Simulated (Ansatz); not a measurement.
# From Si to Pb

System: Si (4 atoms in the cell).
Method of run 1: DFT LDA, scalar-relativistic, plane waves, PAW, no spin polarisation (Ansatz 0.2.0).
System of run 2: Pb (P6₃/mmc, 4 atoms in the cell).

On run 1: The structure derives from a Materials Project entry. On run 2: The structure was made by swapping elements on the sites of another compound; it need not be a known phase. It belongs to a series of runs on one base structure; here: Si -> Pb on all its sites, cell and atoms relaxed. Text and figures count atoms from 1; the logs count them from 0 in places.

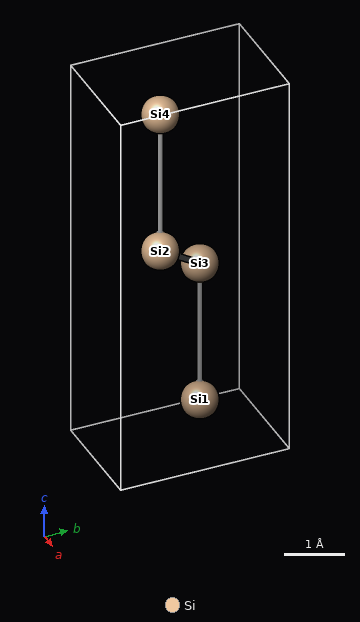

Figure 1. The structure as given in the input (ball-and-stick view of the cell of the calculation, seen slightly off an axis; atoms are numbered from 1 in the order of the input).

## Input, run 1
```yaml
crystal:
  lattice:
    - [3.8313174605, 0.0, 0.0]
    - [-1.9156587303, 3.3180182508, 0.0]
    - [0.0, 0.0, 6.3326220002]
  atoms:
    - { symbol: Si, position: [0.33333333, 0.66666667, 0.0630095] }
    - { symbol: Si, position: [0.66666667, 0.33333333, 0.5630095] }
    - { symbol: Si, position: [0.33333333, 0.66666667, 0.4369905] }
    - { symbol: Si, position: [0.66666667, 0.33333333, 0.9369905] }
basis:
  ecutwfc: 420
kpoints:
  mp_grid: { grid: [6, 6, 4] }
hamiltonian:
  xc: lda
scf:
  occupations: { method: gaussian, width: 0.1 }
output:
  forces: true
  stress: true
  eigenvalues: true
```

Command:
```bash
ansatz run input.yaml --threads 1 --pin off --max-ram 2560MiB --backend cpu --events-out ev --progress --plain --runs-dir out
```

Hardware: 1 thread of Oxide Virtual Turin-like (Zen 5), 32 GiB of memory available, shared host.

## Output, shortened to warnings, some set-up lines, iterations and results (run 1)
```
Basis set: ecut = 420 eV, 1581 PW (Γ)
Symmetry: 24 space group operations
k-points: 21 of 144
Initial density: superposition of atomic densities (neutral atoms: chi_scale 0, normalization atom), corrected by the library's trained network
[...]
SCF iter   1: F=—  HF=-2434.516020 eV  |F-HF|=—  |Δ(HF+E_count)|=         —  Δρ=3.88e-3  dr2=7.35e-3  ethr=1.77e-3  ⟨swp⟩=5.9  Hψ=1763  notcnv=0
SCF iter   2: F=—  HF=-2434.514859 eV  |F-HF|=—  |Δ(HF+E_count)|=   1.16e-3  Δρ=1.80e-3  dr2=1.46e-3  ethr=4.60e-5  ⟨swp⟩=1.6  Hψ=499  notcnv=0
SCF iter   3: F=—  HF=-2434.514600 eV  |F-HF|=—  |Δ(HF+E_count)|=   2.60e-4  Δρ=1.09e-4  dr2=5.99e-6  ethr=9.14e-6  ⟨swp⟩=1.7  Hψ=326  notcnv=0
SCF iter   4: F=—  HF=-2434.514601 eV  |F-HF|=—  |Δ(HF+E_count)|=   1.10e-6  Δρ=1.44e-5  dr2=1.20e-7  ethr=3.75e-8  ⟨swp⟩=2.3  Hψ=408  notcnv=0
SCF iter   5: F=-2434.514601 eV  HF=-2434.514601 eV  |F-HF|=1.63e-9  |Δ(HF+E_count)|=   2.05e-8  Δρ=3.87e-6  dr2=5.39e-9  ethr=7.48e-10  ⟨swp⟩=2.4  Hψ=404  notcnv=0
SCF iter   6: F=-2434.514601 eV  HF=-2434.514601 eV  |F-HF|=1.46e-11  |Δ(HF+E_count)|=   2.04e-9  Δρ=2.10e-7  dr2=4.14e-11  ethr=3.37e-11  ⟨swp⟩=1.7  Hψ=781  notcnv=0
SCF 1 converged in 6 iterations: F = -2434.514601 eV  dr2 = 4.14e-11
SCF converged after 6 iterations
Free energy (F): -2434.514601 eV
Harris-Foulkes:  -2434.514601 eV  (|F-HF|=1.46e-11)
Internal energy: -2434.514429 eV  (E = F + TS)
E sigma→0 (E₀):  -2434.514515 eV
Entropy (-TS):   -0.000172 eV (-0.043 meV/atom)
Fermi energy:    6.403122 eV
--- Per-component energies (eV) ---
  E_band       = 15.086826
  E_kinetic    = 161.651353
  E_local      = -115.576416  (includes V_loc(G=0)·N_el)
  E_nonlocal   = 107.867748
  E_hartree    = 30.506546
  E_xc         = -219.065923
  E_vxc        = -188.336658  (∫ρ·V_xc dr)
  E_paw        = -1944.578329  (= ΣΔE_a)
  E_vpaw       = -11.532365  (= ΣTr[D̂ρ^β])
  E_aug_tail   = 0.000023  (compensation charges beyond the density's cutoff)
  E_ewald      = -455.656753
  E_core_change = 0.337323  (= ΣΔE_core)
  E_smearing   = -0.000172  (= −TS)
  E_closure    = 0.000000  (closes the sum)
  Σ components = -2434.514601   (vs F -2434.514601, Δ=0.00e0)
--- Forces (eV/Å), atoms counted from 1 ---
  atom   1  Si     0.00000000     0.00000000    -0.02282069
  atom   2  Si    -0.00000000    -0.00000000    -0.02282069
  atom   3  Si     0.00000000     0.00000000     0.02282069
  atom   4  Si    -0.00000000    -0.00000000     0.02282069
  max |Σ_I F_I| component: 1.04e-17 eV/Å
--- Stress (GPa, compression-positive) ---
       -1.943519       0.000000       0.000000
        0.000000      -1.943519       0.000000
        0.000000       0.000000      -2.087227
  P = ⅓ Tr σ = -1.9914 GPa (-19.914 kbar)
```

For run 2 the input was changed thus:
```diff
-    - [3.8313174605, 0.0, 0.0]
-    - [-1.9156587303, 3.3180182508, 0.0]
-    - [0.0, 0.0, 6.3326220002]
+    - [4.5664117787, 0.0, 0.0]
+    - [-2.2832058894, 3.9546286045, 0.0]
+    - [0.0, 0.0, 7.5536291716]
-    - { symbol: Si, position: [0.33333333, 0.66666667, 0.0630095] }
-    - { symbol: Si, position: [0.66666667, 0.33333333, 0.5630095] }
-    - { symbol: Si, position: [0.33333333, 0.66666667, 0.4369905] }
-    - { symbol: Si, position: [0.66666667, 0.33333333, 0.9369905] }
+    - { symbol: Pb, position: [0.3333333333, 0.6666666667, 0.0630332931] }
+    - { symbol: Pb, position: [0.6666666667, 0.3333333333, 0.5630332931] }
+    - { symbol: Pb, position: [0.3333333333, 0.6666666667, 0.4369667069] }
+    - { symbol: Pb, position: [0.6666666667, 0.3333333333, 0.9369667069] }
```

How does run 2 compare with run 1?

The total energies belong to different systems, so their difference says nothing on which is more stable or more accurate. The gap of 0.31 eV on the mesh closes. The pressure goes from −1.99 to 7.39 GPa. The largest force goes from 0.023 to 0.090 eV/Å. The volume per atom goes from 20.13 to 34.10 Å³. The number of SCF iterations is the same. The plane waves at Γ go from 1581 to 2695.

## Output, shortened to warnings, some set-up lines, iterations and results (run 2)
```
Basis set: ecut = 420 eV, 2695 PW (Γ)
Symmetry: 24 space group operations
k-points: 21 of 144
Initial density: superposition of atomic densities (neutral atoms: chi_scale 0, normalization atom), corrected by the library's trained network
[...]
SCF iter   1: F=—  HF=-46407.547882 eV  |F-HF|=—  |Δ(HF+E_count)|=         —  Δρ=4.49e-3  dr2=1.68e-2  ethr=1.77e-3  ⟨swp⟩=7.7  Hψ=3766  notcnv=0
SCF iter   2: F=—  HF=-46407.546271 eV  |F-HF|=—  |Δ(HF+E_count)|=   1.61e-3  Δρ=2.83e-3  dr2=8.98e-3  ethr=3.00e-5  ⟨swp⟩=2.0  Hψ=1553  notcnv=0  defer=15
SCF iter   3: F=—  HF=-46407.542114 eV  |F-HF|=—  |Δ(HF+E_count)|=   4.16e-3  Δρ=2.08e-4  dr2=3.20e-5  ethr=1.60e-5  ⟨swp⟩=2.0  Hψ=1249  notcnv=0  defer=15
SCF iter   4: F=—  HF=-46407.542130 eV  |F-HF|=—  |Δ(HF+E_count)|=   1.58e-5  Δρ=2.77e-5  dr2=1.11e-6  ethr=5.72e-8  ⟨swp⟩=3.0  Hψ=1345  notcnv=0  defer=15
SCF iter   5: F=—  HF=-46407.542130 eV  |F-HF|=—  |Δ(HF+E_count)|=   1.54e-7  Δρ=1.14e-5  dr2=2.67e-7  ethr=1.99e-9  ⟨swp⟩=2.0  Hψ=1277  notcnv=0  defer=15
SCF iter   6: F=-46407.542130 eV  HF=-46407.542130 eV  |F-HF|=3.16e-9  |Δ(HF+E_count)|=   6.69e-8  Δρ=2.91e-6  dr2=1.35e-8  ethr=1.79e-10  ⟨swp⟩=9.7  Hψ=3547  notcnv=0
SCF 1 converged in 6 iterations: F = -46407.542130 eV  dr2 = 1.35e-8
SCF converged after 6 iterations
Free energy (F): -46407.542130 eV
Harris-Foulkes:  -46407.542130 eV  (|F-HF|=3.16e-9)
Internal energy: -46407.534737 eV  (E = F + TS)
E sigma→0 (E₀):  -46407.538434 eV
Entropy (-TS):   -0.007393 eV (-1.848 meV/atom)
Fermi energy:    8.926631 eV
--- Per-component energies (eV) ---
  E_band       = -270.484216
  E_kinetic    = 1176.191499
  E_local      = -5075.493861  (includes V_loc(G=0)·N_el)
  E_nonlocal   = 1416.434519
  E_hartree    = 2058.709296
  E_xc         = -877.385824
  E_vxc        = -535.870608  (∫ρ·V_xc dr)
  E_paw        = -40423.642397  (= ΣΔE_a)
  E_vpaw       = -1369.161896  (= ΣTr[D̂ρ^β])
  E_aug_tail   = 0.000175  (compensation charges beyond the density's cutoff)
  E_ewald      = -4682.037290
  E_core_change = -0.310854  (= ΣΔE_core)
  E_smearing   = -0.007393  (= −TS)
  E_closure    = 0.000000  (closes the sum)
  Σ components = -46407.542130   (vs F -46407.542130, Δ=0.00e0)
--- Forces (eV/Å), atoms counted from 1 ---
  atom   1  Pb    -0.00000000     0.00000000     0.08956635
  atom   2  Pb    -0.00000000    -0.00000000     0.08956635
  atom   3  Pb     0.00000000     0.00000000    -0.08956635
  atom   4  Pb     0.00000000    -0.00000000    -0.08956635
  max |Σ_I F_I| component: 1.85e-17 eV/Å
--- Stress (GPa, compression-positive) ---
        7.687223       0.000000       0.000000
        0.000000       7.687223       0.000000
        0.000000       0.000000       6.801140
  P = ⅓ Tr σ = 7.3919 GPa (73.919 kbar)
```

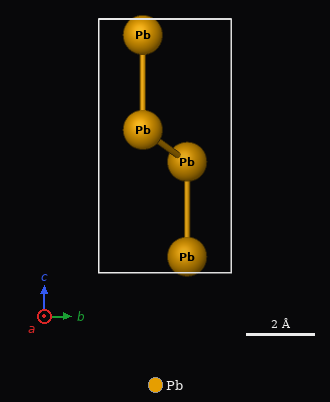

Figure 2. The input structure of run 2 (ball-and-stick view of the cell of the calculation, along the a axis).

## The two runs side by side

| quantity | run 1 | run 2 |
| --- | --- | --- |
| outcome | converged | converged |
| free energy per atom (eV) | −608.6287 | −11601.8855 |
| energy per atom, smearing taken to zero (eV) | −608.6286 | −11601.8846 |
| gap on the mesh (eV) | 0.31 | 0.00 |
| pressure (GPa) | −1.99 | 7.39 |
| volume per atom (Å³) | 20.13 | 34.10 |
| largest force (eV/Å) | 0.023 | 0.090 |
| SCF iterations | 6 | 6 |
| irreducible k-points | 21 | 21 |
| plane waves at Γ | 1581 | 2695 |
| wall time (shared host) | 1.5 s | 5.3 s |

For run 2: Spin–orbit coupling is left out, which matters for Pb. The cell is under a pressure of 7.4 GPa at this level, so it is not at its equilibrium volume.
